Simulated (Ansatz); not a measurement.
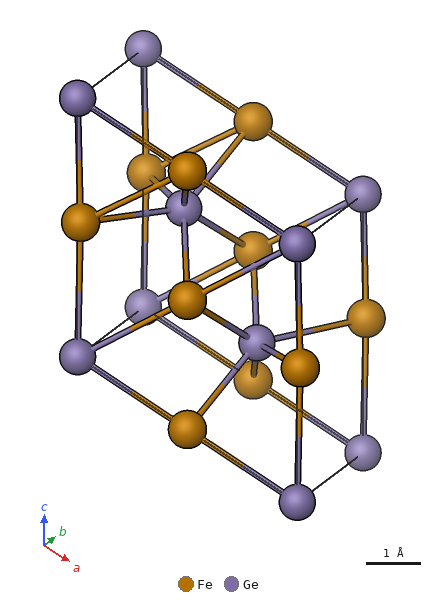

We look at a ball-and-stick model of the crystal slightly off an axis. Thin lines show the conventional unit cell, with boundary atoms drawn in all their periodic places. Cell: a = 4.99 Å, b = 4.12 Å, c = 4.99 Å, α = 90.00°, β = 120.00°, γ = 90.00°.

Provenance: a structure listed in the Materials Project. The cell was then strained or its atoms displaced on purpose. It went into a calculation with Ansatz.

**What can be read from this drawing?**

Formula: FeGe. It belongs to space group Pm (No. 6) and has a primitive monoclinic lattice. In the cell are 3 Fe, 3 Ge, which makes 3 formula units.

Electronic-structure method: DFT r2SCAN, scalar-relativistic, plane waves, PAW in Ansatz. Parameters: 500 eV cutoff, k-points about 0.19 Å⁻¹ apart, Gaussian smearing of 0.05 eV, collinear spins.

**Which atoms carry magnetic moments in this run, and how do they order?**

The state reached is ferromagnetic. Sizes: Fe 2.4 μB; net moment 6.9 μB in the run's cell of 6 atoms.

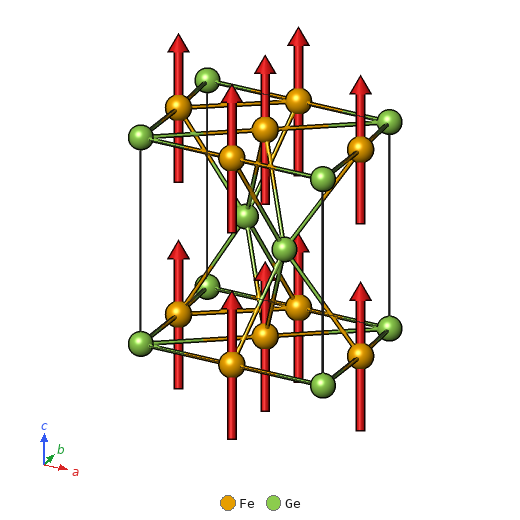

Site moments above 0.25 μB as arrows, small induced ones on non-metal atoms left out (red along the largest or up, blue against, purple across). The run's cell of 6 atoms is drawn, so axes and origin can differ from the first picture.

**What is the band gap, if any?**

A metal: bands cross the Fermi level.

**Are forces and stress small enough to call this relaxed?**

No. The largest force is 1.40 eV/Å, on Fe. The pressure is 0.5 GPa, so the cell would expand. The stress isn't hydrostatic: its largest component is 0.8 GPa.

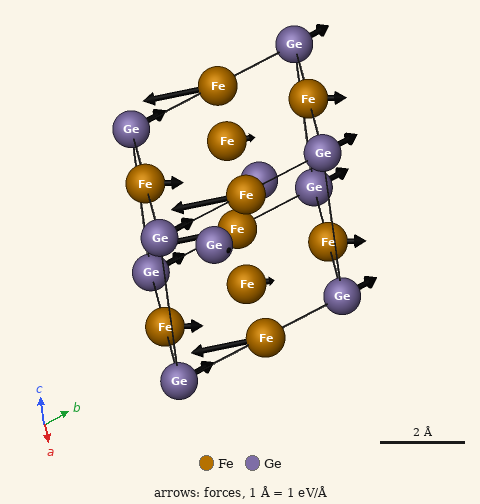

The forces as arrows. The run's cell of 6 atoms is drawn, so axes and origin can differ from the first picture.
